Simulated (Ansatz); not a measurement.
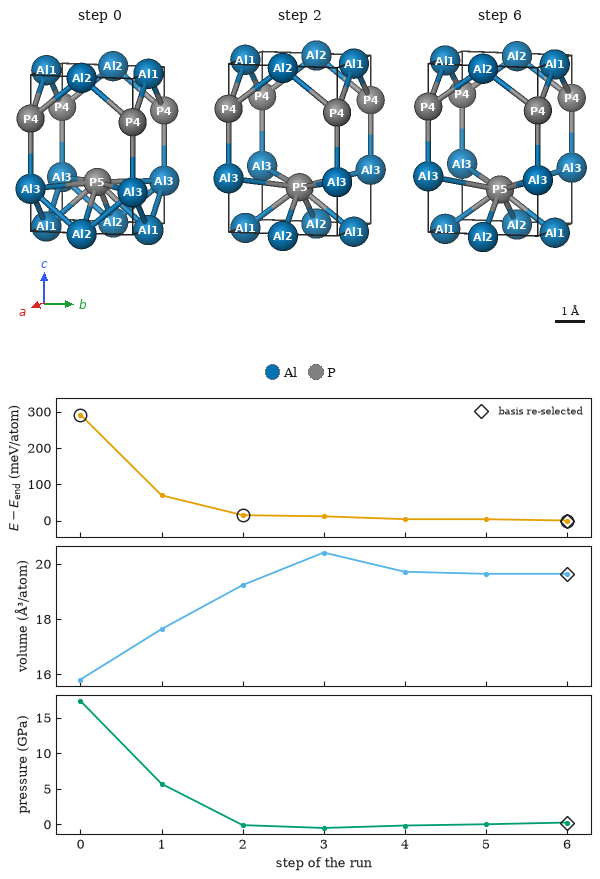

Frames of a relaxation of a crystal of Al₃P₂ (a generated structure, set up in P4mm) (coarse preliminary run), marked on the history of the run. A ball-and-stick model of the cell of the calculation, seen slightly off an axis.

The calculation used DFT PBE, scalar-relativistic, plane waves, PAW (Ansatz 0.2.0).

Input
```yaml
crystal:
  lattice:
    - [3.77240004, 0.0, 0.0]
    - [0.0, 3.77240004, 0.0]
    - [0.0, 0.0, 5.55628819]
  atoms:
    - { symbol: Al, position: [0.5, 0.0, 0.99346125] }
    - { symbol: Al, position: [0.0, 0.5, 0.99346125] }
    - { symbol: Al, position: [0.0, 0.0, 0.27213845] }
    - { symbol: P, position: [0.0, 0.0, 0.72112864] }
    - { symbol: P, position: [0.5, 0.5, 0.28981033] }
basis:
  ecutwfc: 420
kpoints:
  mp_grid: { grid: [4, 4, 4] }
hamiltonian:
  xc: pbe
scf:
  occupations: { method: gaussian, width: 0.1 }
  lower_state_search: "off"
output:
  forces: true
  stress: true
  eigenvalues: true
relax:
  adjacent_minimum: "off"
  f_tol: 0.04
  max_steps: 70
  cell: { stress_tol: 0.4 }
```

Command:
```bash
ansatz run input.yaml --threads 1 --pin off --max-ram 2560MiB --backend cpu --events-out ev --progress --plain --runs-dir out
```

Q: Describe the path.

A: P5 moves most relative to the cell: 0.37 Å along −c. Largest moves by element: P 0.37 Å, Al 0.36 Å. The volume changes by +24.2 %, with a = b 3.772 → 4.051 Å (+7.4 %), c 5.556 → 5.985 Å (+7.7 %). Some distances before and after: Al1–Al3 2.440 → 2.912 Å, Al3–P5 2.669 → 2.932 Å, Al1–P4 2.418 → 2.471 Å, Al3–P4 2.495 → 2.477 Å. Bond angles that change, for instance: P5–Al1–P5 97.8° → 108.1°, Al1–P5–Al1 97.8° → 108.1°, P4–Al1–P4 102.5° → 110.1°. The space group stays P4mm (No. 99). The energy falls by 292 meV per atom in 5 accepted moves (6 points after the start). Largest force component: 4.4 eV/Å at the start, 0.024 eV/Å at the end. Pressure: 17.36 GPa at the start and 0.27 GPa at the end. The SCF was repeated once at an unchanged geometry on a basis and grid sized afresh for the cell, which shifted the energy by 3.6 meV per atom at most. From step 0 to 2: Al and P atoms move most (0.29 Å), volume +21.6 %, energy −277 meV per atom. From step 2 to 6: P5 moves most (0.08 Å), volume +2.1 %, energy −14.8 meV per atom.

Limits of the set-up: the k-point mesh is coarse for a cell with partly filled bands.
